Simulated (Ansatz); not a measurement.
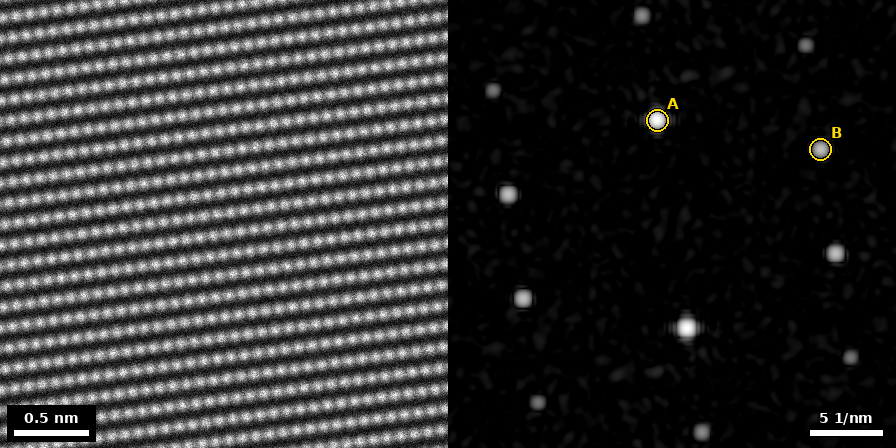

Integrated-DPC-like image of a crystal. Simulated as the projected potential of neutral atoms (B = 0.5 Å²) blurred by a 0.50 Å probe, the thin-sample limit of integrated differential phase contrast. Shot noise was added.

The right panel is the modulus of the image's Fourier transform on a logarithmic scale.

Question: Which lattice spacings do the marked spots stand for, and what angle do A and B enclose?

Answer: A: 1.4 Å, B: 0.9 Å; A and B enclose about 72°.

The crystal is Pd (Fm-3m, No. 225) along [221]; the spots are (-2 2 0) and (0 2 -4). Atomic positions: coordinates from a relaxation with DFT PBEsol, scalar-relativistic, plane waves, PAW (Ansatz 0.2.0); the starting structure was generated, so it need not be a known form of this composition.
